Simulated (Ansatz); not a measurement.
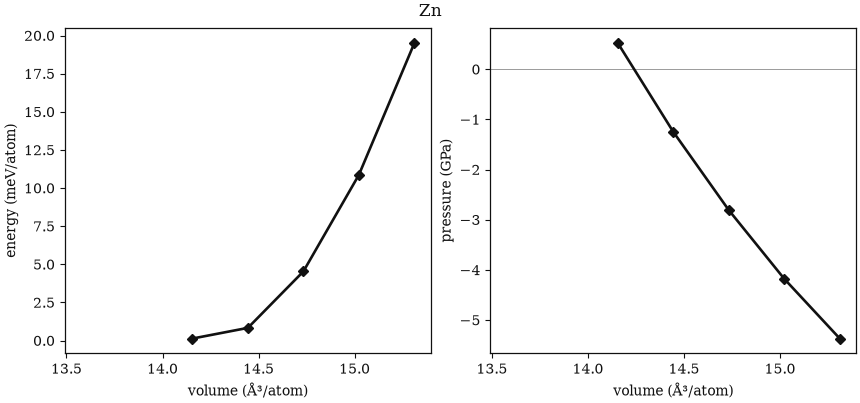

The picture above shows the energy and pressure against volume for Zn, space group C2/m (No. 12).

Cell as given: a = 2.619 Å, b = 2.619 Å, c = 7.472 Å, α = 100.63°, β = 100.63°, γ = 59.96°; 3 atoms.

How it was computed, with Ansatz 0.2.0: all-electron LAPW DFT, no spin polarisation; energies at scaled volumes of the given cell, shape and fractions fixed, counted from the fit's minimum, third-order Birch-Murnaghan fit. Level: PBEsol.

```json
{"setting": "k mesh", "value": "12×12×4"}
{"setting": "occupations", "value": "Fermi–Dirac"}
{"setting": "smearing width", "value": "0.05 eV"}
{"setting": "potentials", "value": "all electron LAPW, scalar relativistic"}
{"setting": "program settings", "value": "basis error eV/atom 0.001"}
```

The points at volume 13.58 Å³/atom and 13.87 Å³/atom are left out of the plot. What values does the calculation give there?

```json
{"volume (Å³/atom)": "13.58", "energy (meV/atom)": "9.42", "pressure (GPa)": "4.82"}
{"volume (Å³/atom)": "13.87", "energy (meV/atom)": "2.84", "pressure (GPa)": "2.53"}
```

Caveats: shape and atomic fractions are frozen while scaling, which makes layered, chain and framework solids too stiff.
